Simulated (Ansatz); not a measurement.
Run report: MoS2, single-point calculation

- system: MoS2 (P1, 9 atoms in the cell)
- method: DFT PBEsol, scalar-relativistic, plane waves, PAW, no spin polarisation (Ansatz 0.2.0)

The structure derives from a Materials Project entry. It belongs to a series of runs on one base structure; here: all atoms moved at random (sigma 0.3 A a component). Figures and captions count atoms from 1; the log counts them from 0 in places.

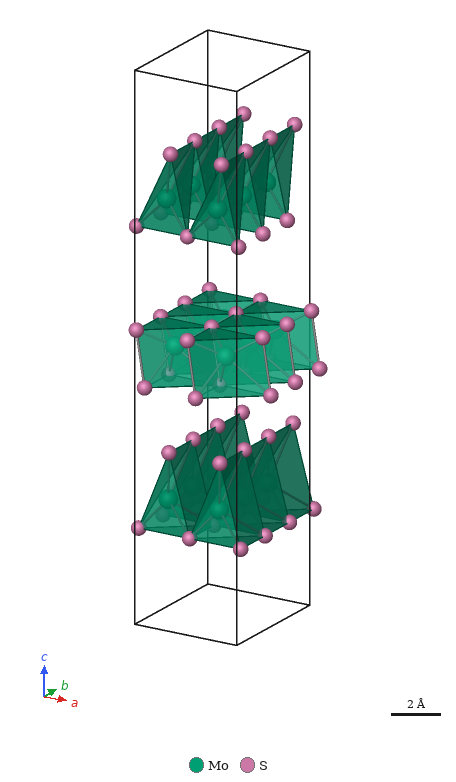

Fig. 1: The structure as given in the input (polyhedral view of the 2 × 3 repeat of the cell, with the vacuum cut short, seen slightly off an axis; polyhedra are completed across the faces of the cell). An atom can appear more than once, as a periodic image.

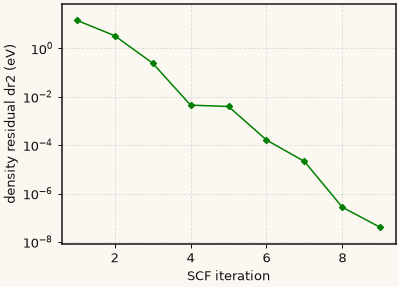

Fig. 2: Convergence of the self-consistent field: density residual dr2 against the SCF iteration. The residual falls at every step.

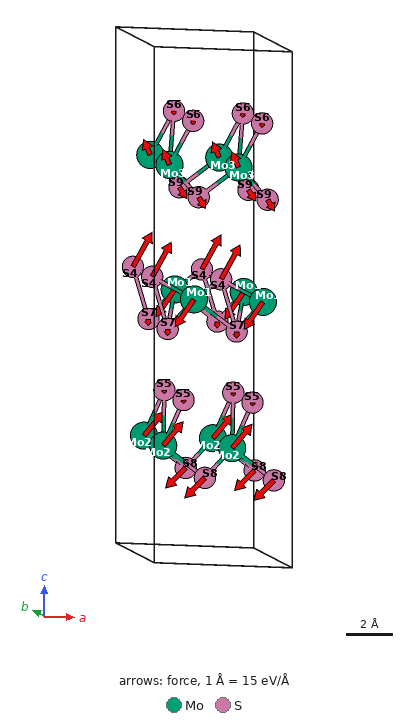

Fig. 3: Forces on the atoms as red arrows (ball-and-stick view of the 2 × 2 repeat of the cell, with the vacuum cut short, seen slightly off an axis; atoms are numbered from 1 in the order of the input). The largest act on S4 (26.71 eV/Å); Mo1 (22.57 eV/Å); Mo2 (21.33 eV/Å); S8 (19.56 eV/Å), among others. The geometry is not a stationary point of this energy.

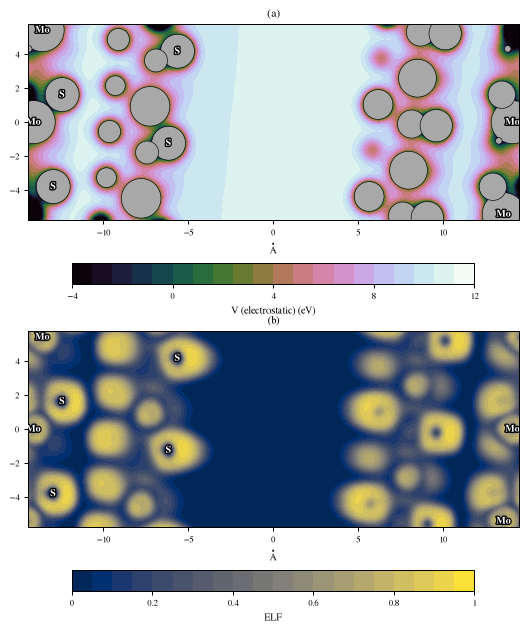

Fig. 4: (a) electrostatic potential (local pseudopotential plus Hartree) felt by an electron; (b) ELF on the (111) plane of the conventional cell. Grey discs, where drawn, cover atomic cores. Atoms in the plane: Mo and S. The strong features right at Mo lie inside the PAW spheres (semicore, d or f shells) and say nothing about bonding. Outside the cores the potential energy rises away from the atoms and is highest about 2.5 Å from the nearest atoms; outside the discs it spans about 14 eV, and its zero is arbitrary. Core electrons are frozen (PAW), so the fields are smoothed inside the atomic spheres.

The input and output of the run follow.

The input:
```yaml
crystal:
  lattice:
    - [3.1407285108, 0.0, 0.0]
    - [-1.5703642554, 2.7199506767, 0.0]
    - [0.0, 0.0, 28.0139064959]
  atoms:
    - { symbol: Mo, position: [0.6541720018, 0.2813244931, 0.0067638447] }
    - { symbol: Mo, position: [0.3243193008, 0.6975305768, 0.766072596] }
    - { symbol: Mo, position: [0.3698255251, 0.5339261241, 0.215684744] }
    - { symbol: S, position: [0.1687654438, 0.7135667625, 0.0339197192] }
    - { symbol: S, position: [0.5155428026, 0.325258309, 0.845202005] }
    - { symbol: S, position: [0.6148238168, 0.1821620402, 0.2923548497] }
    - { symbol: S, position: [0.369735072, 0.6285555374, 0.9530105756] }
    - { symbol: S, position: [0.8606599518, 0.4539424716, 0.7207270857] }
    - { symbol: S, position: [0.7888227521, 0.5170670187, 0.1662645799] }
basis:
  ecutwfc: 420
kpoints:
  mp_grid: { grid: [12, 12, 1] }
hamiltonian:
  xc: pbesol
scf:
  occupations: { method: gaussian, width: 0.05 }
output:
  forces: true
  stress: true
  eigenvalues: true
  write_density: true
  write_potential: true
  elf: true
  volumetric_format: npy
```

Run as:
```bash
ansatz run input.yaml --threads 2 --pin off --max-ram 5120MiB --backend cpu --events-out ev --progress --plain --runs-dir out
```

Log:
```
Engine: ansatz 0.2.0, x86_64-unknown-linux-gnu
Pseudopotentials: kind: paw
Pseudopotential: Mo, paw, valence charge 14, recommended cutoff 420 eV (normal), Mo.paw.azcp
Pseudopotential: S, paw, valence charge 6, recommended cutoff 420 eV (normal), S.paw.azcp
Functional definition: PBEsol
  exchange = pbesol_x
  correlation = pbesol_c
Crystal: 9 atoms, lattice volume = 239.312 Å³
Basis set: ecut = 420 eV, 4665 PW (Γ), exchange–correlation on 48×48×384 points (8 copies of the dense FFT grid, shifted against one another)
Bands: 48, of which v1, the nominal top of the filled ones, is band 39 counted from 1 (38 counted from 0)
Symmetry: 1 space group operations
Space group: P1 (ITA 1), of the structure as read, at distance tolerance 6.2e-5 Å
k-points: 74 of 144 (time reversal used)
Non-local potential: Mo, projectors of the file, l = 0: 3, l = 1: 2, l = 2: 2, l = 3: 1
Non-local potential: S, projectors of the file, l = 0: 2, l = 1: 2, l = 2: 2
PAW form: soft (Blöchl's): semilocal exchange-correlation on the pseudo side does not see the compensation charge
PAW frozen core: Mo, regenerated for the run's functional, and the local potential with it (the file was generated under x = pbe(κ = 0.804, μ = 0.2195149727645171), c = pbe(β = 0.06672455060314922))
PAW frozen core: S, regenerated for the run's functional, and the local potential with it (the file was generated under x = pbe(κ = 0.804, μ = 0.2195149727645171), c = pbe(β = 0.06672455060314922))
PAW one-centre angular grid: Mo, 590 points (default); XC on 64 Gauss nodes
PAW one-centre angular grid: S, 110 points (default); XC on 64 Gauss nodes
Initial density: superposition of atomic densities (neutral atoms: chi_scale 0, normalization atom), corrected by the library's trained network
Initial wavefunctions: pseudopotential atomic-orbital guess
Functional: x = pbesol(κ = 0.804, μ = 0.12345679012345678), c = pbesol(β = 0.046)
SCF iter   1: F=—  HF=-19988.173412 eV  |F-HF|=—  |Δ(HF+E_count)|=         —  Δρ=1.55e-2  dr2=1.47e1  ethr=1.77e-3  ⟨swp⟩=8.4  Hψ=17735  notcnv=0  defer=2
preconditioner: auto → LDOS  [metal: Δε(μ)=0.008 eV  Ē_g=7.548 eV  σ=0.050 eV  W_gap=0.09  n_scr=20 (ndim 8)  ℏωp=17.6 eV  f_vac=0.329  D(μ)=6.81/eV (n_scr^D=20)  β→1.0]
SCF iter   2: F=—  HF=-19988.033879 eV  |F-HF|=—  |Δ(HF+E_count)|=   1.40e-1  Δρ=9.15e-3  dr2=3.38e0  ethr=1.77e-3  ⟨swp⟩=2.0  Hψ=4625  notcnv=0  defer=168
SCF iter   3: F=—  HF=-19987.963109 eV  |F-HF|=—  |Δ(HF+E_count)|=   7.08e-2  Δρ=2.37e-3  dr2=2.48e-1  ethr=1.77e-3  ⟨swp⟩=1.0  Hψ=3413  notcnv=0  defer=163
SCF iter   4: F=—  HF=-19987.960683 eV  |F-HF|=—  |Δ(HF+E_count)|=   2.43e-3  Δρ=7.59e-4  dr2=4.54e-3  ethr=3.18e-4  ⟨swp⟩=1.2  Hψ=4129  notcnv=0  defer=153
SCF iter   5: F=—  HF=-19987.960163 eV  |F-HF|=—  |Δ(HF+E_count)|=   5.20e-4  Δρ=2.70e-4  dr2=3.99e-3  ethr=5.82e-6  ⟨swp⟩=2.0  Hψ=5215  notcnv=0  defer=153
SCF iter   6: F=—  HF=-19987.960105 eV  |F-HF|=—  |Δ(HF+E_count)|=   5.83e-5  Δρ=9.73e-5  dr2=1.64e-4  ethr=5.12e-6  ⟨swp⟩=1.0  Hψ=3386  notcnv=0  defer=153
SCF iter   7: F=—  HF=-19987.960112 eV  |F-HF|=—  |Δ(HF+E_count)|=   6.75e-6  Δρ=3.18e-5  dr2=2.12e-5  ethr=2.10e-7  ⟨swp⟩=2.0  Hψ=4631  notcnv=0  defer=153
SCF iter   8: F=—  HF=-19987.960097 eV  |F-HF|=—  |Δ(HF+E_count)|=   1.50e-5  Δρ=9.08e-6  dr2=2.71e-7  ethr=2.72e-8  ⟨swp⟩=2.0  Hψ=4583  notcnv=0  defer=153
SCF iter   9: F=-19987.960097 eV  HF=-19987.960097 eV  |F-HF|=1.75e-8  |Δ(HF+E_count)|=   6.51e-8  Δρ=2.71e-6  dr2=3.98e-8  ethr=1.28e-10  ⟨swp⟩=19.5  Hψ=33380  notcnv=0
SCF 1 converged in 9 iterations: F = -19987.960097 eV  dr2 = 3.98e-8
  greatest PAW one-centre occupation: 1.010 electrons in one spin orbital (limit 2), on the Mo atom at site 0 (counted from 0), in its partial waves of l = 1
WARN: The output density's exchange-correlation potential varies sharply where the density is thin. Do not read a vacuum level from v_tot or v_xc, or from such a field of the output density. On a cell that repeats whose density bears no net charge and no dipole along the vacuum's axis use v_es (v_loc + v_h of the components); under efield.dipole_correction with no amplitude use v_es + v_field, which holds any external_charges[].barrier, or the levels of the report's work_function block, which leave it out; under a non-zero efield.amplitude the vacuum is tilted and has no level; on a cell that repeats and bears such a dipole with no correction it is tilted too, and efield.dipole_correction with no amplitude gives each side of its ramp a level where efield: is served; in a cell that repeats whose density bears a net charge (total_charge, or a fill off its count) it is curved and has none; of a slab under crystal.periodic whose density bears no net charge use v_es, which has a level on each side, short of where the two are joined; of another it falls or rises all the way out and has none; of a slab beside external_charges read slab_vacuum_level instead, which it has where they leave it neutral. The grid or the basis barely resolves most such structure, and the values can differ between equally converged runs; as a rule a tighter scf.convergence.dr2_threshold does not remove it. Where the density itself ripples (under the LDA too) a higher basis.ecutwfc lessens it. The files hold the spikes' plane waves up to the density's cutoff. Files: v_tot_of_output_density and the like, and their columns of v_z.tsv (output.write_potential); v_xc_of_output_density and the like, and their columns of v_comp_z.tsv (output.write_potential_components). Measured: with its Gaussian average of σ = 0.25 Å subtracted twice, the exchange-correlation potential is over 0.1 eV at 511 of the grid points where the equally averaged density (valence and model cores) is under 1e-3 e/Å³, and 0.829 eV at the most among them, at an averaged density of 1.1e-7 e/Å³. The input density's (outcome.potential() and, of a run that writes arrays, v_tot and v_xc) is over 0.1 eV, so measured, at 59 points of its own thin density, 0.151 eV at the most. See output.write_potential in the manual, Limitations
SCF converged after 9 iterations
Free energy (F): -19987.960097 eV
Harris-Foulkes:  -19987.960097 eV  (|F-HF|=1.75e-8)
Internal energy: -19987.950223 eV  (E = F + TS)
E sigma→0 (E₀):  -19987.955160 eV
Entropy (-TS):   -0.009874 eV (-1.097 meV/atom)
Fermi energy:    5.703798 eV
--- Per-component energies (eV) ---
  E_band       = -889.693920
  E_kinetic    = 2026.275736
  E_local      = -43327.301686  (includes V_loc(G=0)·N_el)
  E_nonlocal   = 625.926892
  E_hartree    = 20744.655544
  E_xc         = -1136.659430
  E_vxc        = -1225.944058  (∫ρ·V_xc dr)
  E_paw        = -12946.312633  (= ΣΔE_a)
  E_vpaw       = -477.980541  (= ΣTr[D̂ρ^β])
  E_aug_tail   = 0.000131  (compensation charges beyond the density's cutoff)
  E_ewald      = 14024.465629
  E_core_change = 0.999594  (= ΣΔE_core)
  E_smearing   = -0.009874  (= −TS)
  E_closure    = -0.000000  (closes the sum)
  Σ components = -19987.960097   (vs F -19987.960097, Δ=0.00e0)
--- Forces (eV/Å), atoms counted from 1 ---
  atom   1  Mo   -11.60334900    -6.13376835   -18.35583637
  atom   2  Mo    12.10351090     7.53341035    15.86562345
  atom   3  Mo    -5.04227989     1.00148017    10.60581831
  atom   4  S     11.55613754     6.96070240    23.04990865
  atom   5  S      0.18599295    -0.04012496    -2.54243122
  atom   6  S     -0.11972752    -0.19747796    -2.99367707
  atom   7  S      0.02070413    -0.82784793    -4.71907321
  atom   8  S    -12.26327180    -7.49498126   -13.26546078
  atom   9  S      5.16226993    -0.80141455    -7.64497202
  max |Σ_I F_I| component: 1.00e-4 eV/Å
--- Stress (GPa, compression-positive) ---
       28.646129      23.381715      11.495759
       23.381715      34.456332      11.170984
       11.495759      11.170984      26.392511
  P = ⅓ Tr σ = 29.8317 GPa (298.317 kbar)
--- Band table (eV; the first three rows and the last of 74) ---
  k-point 0: bands = ["-55.6244", "-55.6005", "-55.3936", "-31.2936", "-30.3444", "-30.1714", "-29.9640", "-29.5970", "-29.4030", "-29.3293", "-29.3095", "-29.1395", "-11.3685", "-9.2816", "-9.0407", "-7.8985", "-7.6145", "-7.3542", "-2.9524", "-1.1202", "-1.0388", "-0.8089", "-0.5411", "0.7084", "1.0187", "1.2392", "1.2909", "1.8316", "1.8901", "3.2230", "3.5205", "3.5565", "4.0854", "4.1558", "4.7800", "4.9355", "5.2348", "5.4630", "6.1659", "6.4122", "6.6175", "7.1065", "7.1580", "7.2374", "7.6513", "8.2469", "8.3281", "8.7080"]
  k-point 1: bands = ["-55.6193", "-55.5977", "-55.3905", "-31.3383", "-30.3480", "-30.1708", "-29.9611", "-29.6000", "-29.4288", "-29.3423", "-29.3161", "-29.1615", "-11.1757", "-9.1974", "-8.9549", "-7.8644", "-7.5332", "-7.2894", "-2.9546", "-1.1268", "-0.9912", "-0.9485", "-0.4109", "0.7098", "0.8365", "1.1592", "1.2797", "1.8736", "1.9274", "2.7222", "3.3026", "3.7802", "4.1066", "4.6483", "4.6634", "4.8650", "5.0943", "5.6067", "6.1911", "6.2306", "6.2952", "6.7696", "6.9828", "7.1717", "7.5178", "8.1007", "8.4495", "8.9045"]
  k-point 2: bands = ["-55.6054", "-55.5899", "-55.3820", "-31.4607", "-30.3591", "-30.1698", "-29.9526", "-29.6089", "-29.4976", "-29.3755", "-29.3386", "-29.2151", "-10.6355", "-8.9588", "-8.7160", "-7.7882", "-7.2967", "-7.0906", "-2.9083", "-1.7577", "-0.8197", "-0.7274", "-0.0295", "0.3151", "0.8919", "0.9615", "1.2729", "1.6412", "2.1392", "2.1700", "2.8245", "3.9184", "3.9830", "4.4138", "4.5943", "4.9025", "5.0776", "5.3983", "5.8932", "6.0918", "6.2260", "6.3965", "6.7571", "6.9267", "7.4538", "7.9533", "8.7552", "9.0317"]
  k-point 73: bands = ["-55.5689", "-55.5530", "-55.3476", "-31.3970", "-30.4145", "-30.3894", "-30.0360", "-29.7465", "-29.7154", "-29.5282", "-29.5111", "-29.3091", "-10.3060", "-7.9290", "-7.6315", "-7.1708", "-5.9540", "-5.8088", "-2.4871", "-1.6931", "-1.5456", "-1.2735", "-0.9670", "-0.5120", "-0.2409", "0.7520", "0.8670", "1.0057", "1.5576", "1.7525", "2.3117", "2.7358", "3.1059", "3.4609", "4.3820", "5.4359", "5.5827", "5.6088", "5.7119", "6.6604", "6.8035", "6.8995", "7.4095", "7.5659", "7.9113", "8.0718", "8.1601", "9.1724"]
```

Key numbers:

```json
{"quantity": "outcome", "value": "converged"}
{"quantity": "space group (tolerance 0.01 Å)", "value": "P1 (1)"}
{"quantity": "electrons treated", "value": "78"}
{"quantity": "free energy", "value": "−19987.9601 eV"}
{"quantity": "Fermi energy", "value": "5.704 eV"}
{"quantity": "gap on the k-point mesh", "value": "none (metallic)"}
{"quantity": "pressure", "value": "29.83 GPa"}
{"quantity": "largest force (length of the vector)", "value": "26.708 eV/Å"}
{"quantity": "hardware", "value": "2 threads of Intel Xeon @ 2.50GHz (Skylake/Cascade Lake), 189 GiB of memory available, shared host"}
{"quantity": "wall time", "value": "79 s (CPU time 2.6 min)"}
{"quantity": "peak memory", "value": "0.88 GiB"}
```

Remarks:

Warnings of the run: the exchange-correlation potential is rough where the density is thin. The cell is under a pressure of 30 GPa at this level, so it is not at its equilibrium volume.
